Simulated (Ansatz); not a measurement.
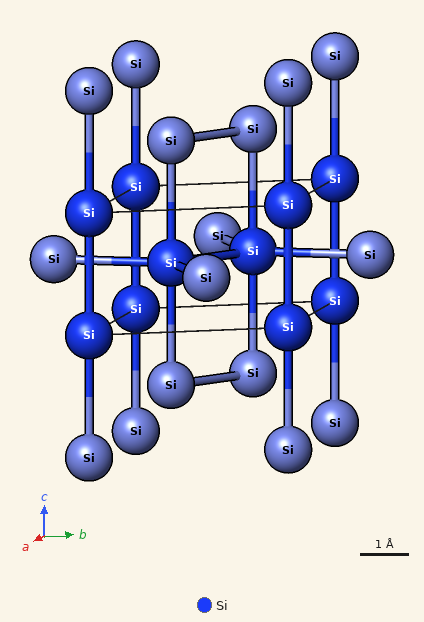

Figure 1. The input geometry (ball-and-stick view of the cell of the calculation, seen slightly off an axis; neighbours outside the cell are drawn fainter). An atom can appear more than once, as a periodic image. Near neighbours in the periodic cell (some may lie outside the picture): Si has 2 Si at 2.59 Å; Si has 5 Si at 2.53 to 2.59 Å.

**Run report: Si, geometry relaxation**

- system: Si (P6/mmm, 3 atoms in the cell)
- method: DFT PBEsol, scalar-relativistic, plane waves, PAW, no spin polarisation (Ansatz 0.2.0)

The structure was made by swapping elements on the sites of another compound; it need not be a known phase. It belongs to a series of runs on one base structure; here: Ti -> Si on all its sites, cell and atoms relaxed.

## What the program printed
```
Engine: ansatz 0.2.0, x86_64-unknown-linux-gnu
Pseudopotentials: kind: paw
Pseudopotential: Si, paw, valence charge 4, recommended cutoff 420 eV (normal), Si.paw.azcp
Functional definition: PBEsol
  exchange = pbesol_x
  correlation = pbesol_c
Crystal: 3 atoms, lattice volume = 43.169 Å³
Basis set: ecut = 420 eV, 855 PW (Γ), exchange–correlation on 60×60×36 points (8 copies of the dense FFT grid, shifted against one another)
Bands: 10, of which v1, the nominal top of the filled ones, is band 6 counted from 1 (5 counted from 0)
Symmetry: 24 space group operations
Space group: P6/mmm (ITA 191), of the structure as read, at distance tolerance 3.5e-5 Å
k-points: 171 of 2304
Non-local potential: Si, projectors of the file, l = 0: 2, l = 1: 2, l = 2: 2
PAW form: soft (Blöchl's): semilocal exchange-correlation on the pseudo side does not see the compensation charge
PAW frozen core: Si, regenerated for the run's functional, and the local potential with it (the file was generated under x = pbe(κ = 0.804, μ = 0.2195149727645171), c = pbe(β = 0.06672455060314922))
PAW one-centre angular grid: Si, 110 points (default); XC on 64 Gauss nodes
Initial density: superposition of atomic densities (neutral atoms: chi_scale 0, normalization atom), corrected by the library's trained network
Initial wavefunctions: pseudopotential atomic-orbital guess
Functional: x = pbesol(κ = 0.804, μ = 0.12345679012345678), c = pbesol(β = 0.046)
SCF iter   1: F=—  HF=-1863.348483 eV  |F-HF|=—  |Δ(HF+E_count)|=         —  Δρ=1.88e-3  dr2=9.41e-4  ethr=1.77e-3  ⟨swp⟩=5.3  Hψ=12070  notcnv=0
preconditioner: auto → none  [metal: Δε(μ)=0.051 eV  Ē_g=8.927 eV  σ=0.100 eV  W_gap=0.27  n_scr=6 (ndim 8)  ℏωp=19.6 eV  f_vac=0.000  D(μ)=1.32/eV (n_scr^D=6)  sad-step TF]
SCF iter   2: F=—  HF=-1863.348666 eV  |F-HF|=—  |Δ(HF+E_count)|=   1.83e-4  Δρ=1.06e-3  dr2=2.71e-4  ethr=7.84e-6  ⟨swp⟩=1.9  Hψ=3356  notcnv=0
SCF iter   3: F=—  HF=-1863.348694 eV  |F-HF|=—  |Δ(HF+E_count)|=   2.80e-5  Δρ=1.18e-4  dr2=1.54e-5  ethr=2.26e-6  ⟨swp⟩=1.7  Hψ=2195  notcnv=0
SCF iter   4: F=—  HF=-1863.348693 eV  |F-HF|=—  |Δ(HF+E_count)|=   1.07e-6  Δρ=2.80e-5  dr2=1.94e-7  ethr=1.29e-7  ⟨swp⟩=2.4  Hψ=2519  notcnv=0
iter 5 did not close the SCF: its close was put off for the readings that it lacked (scf_convergence_deferred on its scf_iter line)
SCF iter   5: F=-1863.348693 eV  HF=-1863.348693 eV  |F-HF|=4.38e-9  |Δ(HF+E_count)|=   9.29e-8  Δρ=5.92e-6  dr2=6.82e-9  ethr=1.62e-9  ⟨swp⟩=2.5  Hψ=2728  notcnv=0
SCF iter   6: F=-1863.348693 eV  HF=-1863.348693 eV  |F-HF|=9.85e-11  |Δ(HF+E_count)|=   5.86e-9  Δρ=6.93e-7  dr2=9.02e-11  ethr=5.68e-11  ⟨swp⟩=1.9  Hψ=5858  notcnv=0
SCF 1 converged in 6 iterations: F = -1863.348693 eV  dr2 = 9.02e-11
  greatest PAW one-centre occupation: 0.699 electrons in one spin orbital (limit 2), on the Si atom at site 0 (counted from 0), in its partial waves of l = 0
relax step   1: F+E_penalty+E_count = -1863.34869348 eV  Δ(F+E_penalty+E_count) = +0.000e0 eV  max|allowed force component| = 2.776e-17 eV/Å  Δτ_max = 0.0000 Å  P = -0.111 GPa  Ω = 43.169 Å³  (6 SCF iters, dr2 threshold 1.00e-7 eV, accepted)
Crystal: 3 atoms, lattice volume = 43.134 Å³
Initial density: handed on by an earlier stage of this run
Initial wavefunctions: those handed on with the density
iter 1 solved again at ethr=1.91e-8 eV; its pass at ethr=3.10e-3 eV (dr2=2.29e-6 eV) is discarded
SCF iter   1: F=—  HF=-1863.348740 eV  |F-HF|=—  |Δ(HF+E_count)|=         —  Δρ=7.92e-5  dr2=2.70e-6  ethr=1.91e-8  ⟨swp⟩=2.7  Hψ=12875  notcnv=0
preconditioner: auto → none  [metal: Δε(μ)=0.018 eV  Ē_g=8.931 eV  σ=0.100 eV  W_gap=0.10  n_scr=6 (ndim 8)  ℏωp=19.6 eV  f_vac=0.000  D(μ)=1.32/eV (n_scr^D=6)]
SCF iter   2: F=—  HF=-1863.348743 eV  |F-HF|=—  |Δ(HF+E_count)|=   2.80e-6  Δρ=2.91e-5  dr2=3.46e-7  ethr=1.91e-8  ⟨swp⟩=1.6  Hψ=2174  notcnv=0
SCF iter   3: F=-1863.348742 eV  HF=-1863.348742 eV  |F-HF|=4.70e-9  |Δ(HF+E_count)|=   1.40e-7  Δρ=2.65e-6  dr2=5.94e-9  ethr=1.66e-9  ⟨swp⟩=4.0  Hψ=5668  notcnv=0
SCF 2 converged in 3 iterations: F = -1863.348742 eV  dr2 = 5.94e-9
relax step   2: F+E_penalty+E_count = -1863.34874236 eV  Δ(F+E_penalty+E_count) = -4.888e-5 eV  max|allowed force component| = 2.776e-17 eV/Å  Δτ_max = 0.0000 Å  P = -0.022 GPa  Ω = 43.134 Å³  energy of the carried Pulay correction = +7.050e-6 eV  (3 SCF iters, dr2 threshold 2.00e-7 eV, accepted)
Crystal: 3 atoms, lattice volume = 43.126 Å³
iter 1 solved again at ethr=1.52e-8 eV; its pass at ethr=3.10e-3 eV (dr2=1.82e-6 eV) is discarded
SCF iter   1: F=—  HF=-1863.348750 eV  |F-HF|=—  |Δ(HF+E_count)|=         —  Δρ=6.85e-5  dr2=2.16e-6  ethr=1.52e-8  ⟨swp⟩=2.7  Hψ=12990  notcnv=0
preconditioner: auto → none  [metal: Δε(μ)=0.026 eV  Ē_g=8.932 eV  σ=0.100 eV  W_gap=0.15  n_scr=6 (ndim 8)  ℏωp=19.6 eV  f_vac=0.000  D(μ)=1.32/eV (n_scr^D=6)]
SCF iter   2: F=—  HF=-1863.348752 eV  |F-HF|=—  |Δ(HF+E_count)|=   2.38e-6  Δρ=2.49e-5  dr2=2.74e-7  ethr=1.52e-8  ⟨swp⟩=2.1  Hψ=2630  notcnv=0
SCF iter   3: F=—  HF=-1863.348752 eV  |F-HF|=—  |Δ(HF+E_count)|=   8.23e-8  Δρ=7.04e-6  dr2=6.35e-8  ethr=2.28e-9  ⟨swp⟩=2.5  Hψ=2754  notcnv=0
SCF iter   4: F=-1863.348752 eV  HF=-1863.348752 eV  |F-HF|=4.52e-11  |Δ(HF+E_count)|=   1.91e-8  Δρ=1.23e-6  dr2=3.24e-10  ethr=2.15e-10  ⟨swp⟩=4.0  Hψ=5481  notcnv=0
SCF 3 converged in 4 iterations: F = -1863.348752 eV  dr2 = 3.24e-10
relax step   3: F+E_penalty+E_count = -1863.34875228 eV  Δ(F+E_penalty+E_count) = -9.919e-6 eV  max|allowed force component| = 4.318e-17 eV/Å  Δτ_max = 0.0000 Å  P = +0.001 GPa  Ω = 43.126 Å³  energy of the carried Pulay correction = +8.484e-6 eV  (4 SCF iters, dr2 threshold 2.58e-8 eV, accepted)
Initial wavefunctions: pseudopotential atomic-orbital guess (no wavefunctions were taken with the density)
iter 1 solved again at ethr=8.64e-9 eV; its pass at ethr=3.10e-3 eV (dr2=1.04e-6 eV) is discarded
SCF iter   1: F=—  HF=-1863.348741 eV  |F-HF|=—  |Δ(HF+E_count)|=         —  Δρ=1.98e-6  dr2=6.09e-10  ethr=8.64e-9  ⟨swp⟩=3.0  Hψ=17466  notcnv=0
preconditioner: auto → none  [metal: Δε(μ)=0.026 eV  Ē_g=8.933 eV  σ=0.100 eV  W_gap=0.15  n_scr=6 (ndim 8)  ℏωp=19.6 eV  f_vac=0.000  D(μ)=1.32/eV (n_scr^D=6)]
SCF iter   2: F=-1863.348744 eV  HF=-1863.348744 eV  |F-HF|=6.00e-11  |Δ(HF+E_count)|=   3.11e-6  Δρ=9.17e-7  dr2=1.04e-10  ethr=1.00e-12  ⟨swp⟩=3.3  Hψ=9232  notcnv=0
SCF 4 converged in 2 iterations: F = -1863.348744 eV  dr2 = 1.04e-10
relax step   4: F+E_penalty+E_count = -1863.34874399 eV  Δ(F+E_penalty+E_count) = +8.292e-6 eV  max|allowed force component| = 1.234e-17 eV/Å  Δτ_max = 0.0000 Å  P = +0.001 GPa  Ω = 43.126 Å³  stress off target by 3.54e-3 GPa  SCF on the basis re-selected at this cell (its energy is not comparable with the rows above)  (2 SCF iters)
```

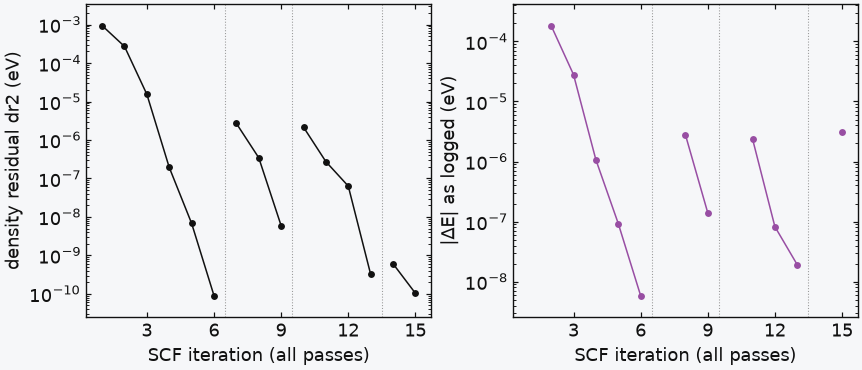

Figure 2. Convergence of the self-consistent field: density residual dr2 and size of the energy change against the SCF iteration. The dotted lines part the SCF passes of the relaxation: geometry steps, rejected trials and re-solves on a re-selected basis. The passes take 6, 3, 4 and 2 iterations.

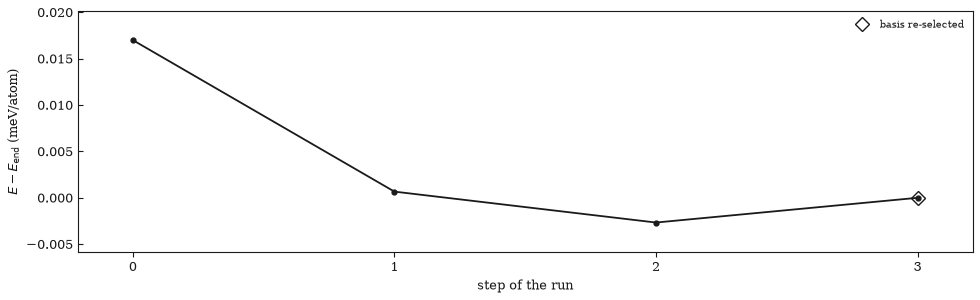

Figure 3. Progress of the relaxation, step by step (the first geometry is step 0 here and step 1 in the log). Over 2 geometry steps the energy falls by next to nothing (0.0 meV per atom). All forces vanish by symmetry, so only the cell relaxes. Pressure: −0.11 GPa at the start and 0.00 GPa at the end. No atom moves by more than 0.005 Å relative to the cell. A last SCF at the same geometry on a re-selected plane-wave basis shifts the energy by +0.0 meV per atom.

```
basis re-selected at this cell: Δ(F+E_penalty+E_count) = +8.292e-6 eV, ΔP = -0.000 GPa vs the last step (what re-selecting the basis moved, of the pressure what is left beyond the Pulay correction that the steps carried, after the strain that the cell walked since its last selection, with what the two solves' SCF thresholds leave and, on support functions, any second-order correction that the steps lacked; it is no measure of the basis error at this ecutwfc). This SCF's stress stands 3.54e-3 GPa from its target on what of the cell is left free (relax.cell.stress_tol is 1.00e-1 GPa) and its largest allowed force component is 1.23e-17 eV/Å (relax.f_tol is 1.00e-2 eV/Å): within both
SCF converged after 2 iterations
Free energy (F): -1863.348744 eV
Harris-Foulkes:  -1863.348744 eV  (|F-HF|=6.00e-11)
Internal energy: -1863.342162 eV  (E = F + TS)
E sigma→0 (E₀):  -1863.345453 eV
Entropy (-TS):   -0.006582 eV (-2.194 meV/atom)
Fermi energy:    10.632524 eV
--- Per-component energies (eV) ---
  E_band       = 59.938467
  E_kinetic    = 123.922993
  E_local      = 6.790655  (includes V_loc(G=0)·N_el)
  E_nonlocal   = 76.602028
  E_hartree    = 1.487415
  E_xc         = -167.342336
  E_vxc        = -144.635496  (∫ρ·V_xc dr)
  E_paw        = -1495.010192  (= ΣΔE_a)
  E_vpaw       = -5.716556  (= ΣTr[D̂ρ^β])
  E_aug_tail   = 0.000021  (compensation charges beyond the density's cutoff)
  E_ewald      = -409.887426
  E_core_change = 0.094682  (= ΣΔE_core)
  E_smearing   = -0.006582  (= −TS)
  E_closure    = 0.000000  (closes the sum)
  Σ components = -1863.348744   (vs F -1863.348744, Δ=0.00e0)
--- Forces (eV/Å), atoms counted from 1 ---
  atom   1  Si    -0.00000000     0.00000000     0.00000000
  atom   2  Si     0.00000000     0.00000000     0.00000000
  atom   3  Si    -0.00000000     0.00000000     0.00000000
  max |Σ_I F_I| component: 1.85e-17 eV/Å
--- Stress (GPa, compression-positive) ---
        0.002530       0.000000       0.000000
        0.000000       0.002530       0.000000
        0.000000       0.000000      -0.003545
  P = ⅓ Tr σ = 0.0005 GPa (0.005 kbar)
--- Band table (eV; the first three rows and the last of 171) ---
  k-point 0: bands = ["-3.7622", "5.5910", "5.7898", "6.2270", "6.2270", "6.3324", "6.3324", "16.0698", "17.6516", "21.8871"]
  k-point 1: bands = ["-3.6779", "5.6725", "5.8713", "6.3034", "6.3034", "6.4127", "6.4127", "14.3707", "19.4244", "21.3807"]
  k-point 2: bands = ["-3.4254", "5.9161", "6.1150", "6.5319", "6.5319", "6.6538", "6.6538", "12.1831", "19.6326", "20.4524"]
  k-point 170: bands = ["4.3659", "4.3659", "4.4328", "5.1604", "5.3411", "5.3411", "12.3193", "13.9708", "13.9708", "14.7314"]
--- Relaxed structure (3 steps of the walk, 3 accepted, 1 SCFs on fresh bases) ---
  F+E_penalty+E_count = -1863.34874399 eV   max|allowed force component| = 1.234e-17 eV/Å   (the final SCF, on the basis selected at the relaxed cell)
  cell:  # Å, volume = 43.1260 Å³
    - [4.383954549384849, -2.8872353376986828e-11, 0.0]
    - [-2.19197727466742, 3.796616008818076, 0.0]
    - [0.0, 0.0, 2.591052705486458]
  atoms:
    - { symbol: Si, position: [3.5502551542808117e-35, -4.280865424687955e-35, 0.0] }
    - { symbol: Si, position: [0.33333333333333326, 0.6666666666666666, 0.4999999999999999] }
    - { symbol: Si, position: [0.6666666666666665, 0.3333333333333333, 0.4999999999999999] }
```

## Trajectory as extended XYZ (Å, eV, eV/Å), 4 frames, from step=1 to step=4
```
3
Lattice="4.3832 0.0000 0.0000 -2.1916 3.7960 0.0000 0.0000 0.0000 2.5945" Properties=species:S:1:pos:R:3:forces:R:3 step=1 energy=-1863.34869 pressure_GPa=-0.11
Si    0.0000    0.0000    0.0000    0.0000   0.0000   0.0000
Si    0.0000    2.5306    1.2973    0.0000   0.0000   0.0000
Si    2.1916    1.2653    1.2973    0.0000   0.0000   0.0000
3
Lattice="4.3832 0.0000 0.0000 -2.1916 3.7959 0.0000 0.0000 0.0000 2.5924" Properties=species:S:1:pos:R:3:forces:R:3 step=2 energy=-1863.34874 pressure_GPa=-0.02
Si    0.0000    0.0000    0.0000    0.0000   0.0000   0.0000
Si    0.0000    2.5306    1.2962    0.0000   0.0000   0.0000
Si    2.1916    1.2653    1.2962    0.0000   0.0000   0.0000
3
Lattice="4.3840 0.0000 0.0000 -2.1920 3.7966 0.0000 0.0000 0.0000 2.5911" Properties=species:S:1:pos:R:3:forces:R:3 step=3 energy=-1863.34875 pressure_GPa=0.00
Si    0.0000    0.0000    0.0000    0.0000   0.0000   0.0000
Si    0.0000    2.5311    1.2955    0.0000   0.0000   0.0000
Si    2.1920    1.2655    1.2955    0.0000   0.0000   0.0000
3
Lattice="4.3840 0.0000 0.0000 -2.1920 3.7966 0.0000 0.0000 0.0000 2.5911" Properties=species:S:1:pos:R:3:forces:R:3 step=4 energy=-1863.34874 pressure_GPa=0.00
Si    0.0000    0.0000    0.0000    0.0000   0.0000   0.0000
Si    0.0000    2.5311    1.2955    0.0000   0.0000   0.0000
Si    2.1920    1.2655    1.2955    0.0000   0.0000   0.0000
```

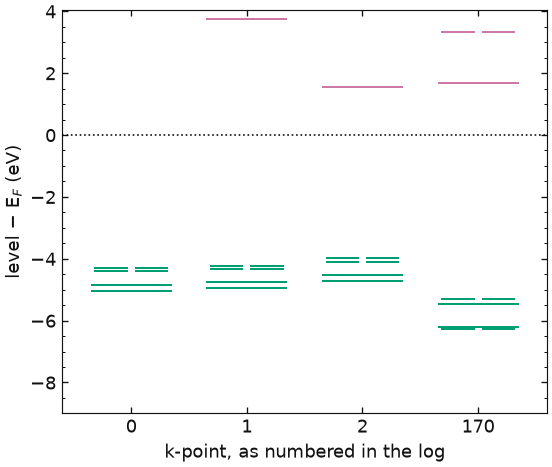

Figure 4. Kohn–Sham levels near the Fermi level (dotted) at the few k-points that the log prints; levels within 0.02 eV of each other stand side by side. The system is metallic on the full mesh.

This output came from the following input.

## Input
```yaml
crystal:
  lattice:
    - [4.3832078419, 0.0, 0.0]
    - [-2.1916039209, 3.7959693411, 0.0]
    - [0.0, 0.0, 2.5945453158]
  atoms:
    - { symbol: Si, position: [0.0, 0.0, 0.0] }
    - { symbol: Si, position: [0.3333333333, 0.6666666667, 0.5] }
    - { symbol: Si, position: [0.6666666667, 0.3333333333, 0.5] }
basis:
  ecutwfc: 420
kpoints:
  mp_grid: { grid: [12, 12, 16] }
hamiltonian:
  xc: pbesol
scf:
  occupations: { method: gaussian, width: 0.1 }
output:
  forces: true
  stress: true
  eigenvalues: true
relax:
  adjacent_minimum: "off"
  f_tol: 0.01
  max_steps: 60
  cell: { stress_tol: 0.1 }
```

Run as:
```bash
ansatz run input.yaml --threads 1 --pin off --max-ram 2560MiB --backend cpu --events-out ev --progress --plain --runs-dir out
```

## Key numbers

| quantity | value |
| --- | --- |
| outcome | converged |
| space group (tolerance 0.01 Å) | P6/mmm (191) |
| electrons treated | 12 |
| free energy | −1863.3487 eV |
| Fermi energy | 10.633 eV |
| gap on the k-point mesh | none (metallic) |
| pressure | 0.00 GPa |
| final volume | 43.13 Å³ |
| largest force (length of the vector) at the end | under 0.001 eV/Å |
| final cell | a = 4.384 Å, b = 4.384 Å, c = 2.591 Å, α = 90.00°, β = 90.00°, γ = 120.00° |
| hardware | 1 thread of Intel Xeon @ 2.50GHz (Skylake/Cascade Lake), 189 GiB of memory available, shared host |
| wall time | 35 s |
| peak memory | 0.39 GiB |
